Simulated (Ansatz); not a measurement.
System: In2Se3 (layers cut from the bulk crystal).

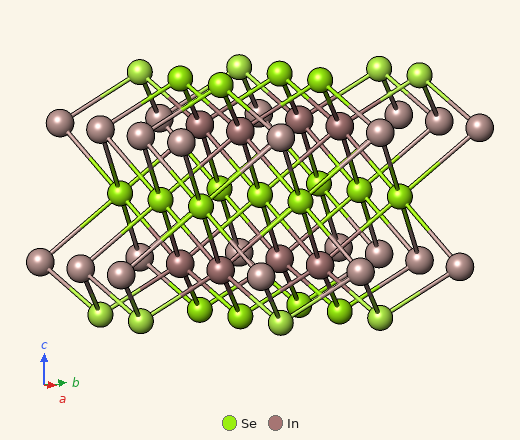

The structure (selenium green, indium brown). 2×2×1 cells are drawn. Some periodic images of atoms are drawn too.

The cell holds 5 atoms: 3 Se and 2 In. Its edges and angles: a = 3.901 Å, b = 3.902 Å, c = 36.000 Å, α = 90.0°, β = 90.0°, γ = 120.0°. It derives from In2Se3. Vacuum lies along c.

```xyz
5
Lattice="3.9010 0.0006 0.0000 -1.9516 3.3787 0.0000 0.0000 0.0000 36.0000" Properties=species:S:1:pos:R:3
Se    0.0038    2.2610   14.8120
In    1.9545    1.1348   16.1649
Se    0.0052    0.0090   18.0000
In    0.0053    2.2625   19.8351
Se    1.9561    1.1363   21.1880
```

The structure was relaxed with PBEsol-D3(BJ). The runs that relaxed it are not among those shown.

Gaps computed with Ansatz 0.2.0 without a self-energy: PBEsol 0.37 eV and PBEsol+SOC 0.26 eV.

What gap should G0W0 on PBEsol give (6×6×1 mesh, 380 empty bands, screening to 50 eV, PAW set soft_1 files)?

About 0.92 eV: on its mesh the run moves the gap from 0.38 eV by +0.55 eV. Spin-orbit coupling is not in that value; its −0.11 eV at the PBEsol level would bring it to about 0.81 eV. Bands and cutoff are finite, so the gap is not at the basis limit. The miss can reach some tenths of an eV and take either sign; the mesh is an error of its own. The mesh in the plane is coarse for a sheet; gap and any exciton binding can still move on denser ones. The many-body steps are scalar-relativistic: spin-orbit coupling is not in them.

[Paths, hosts, dates, memory and timing lines, banners, echoed tables and standing remarks are left out of the program output.]

[Logs are printed without paths, hosts, clocks, repeated set-up lines and the standing remarks that a program may print on its own settings, such as how far it seeks lower states.]

[Runs of the session that timed out or met a known fault of the program may be left out.]

[Cells called generated may have been cut or substituted from an entry of the Crystallography Open Database or the Materials Project.]

[Hosts, paths, dates, database ids (printed as entryN), source tags and the programs' standing remarks are cut or masked in the printed files.]
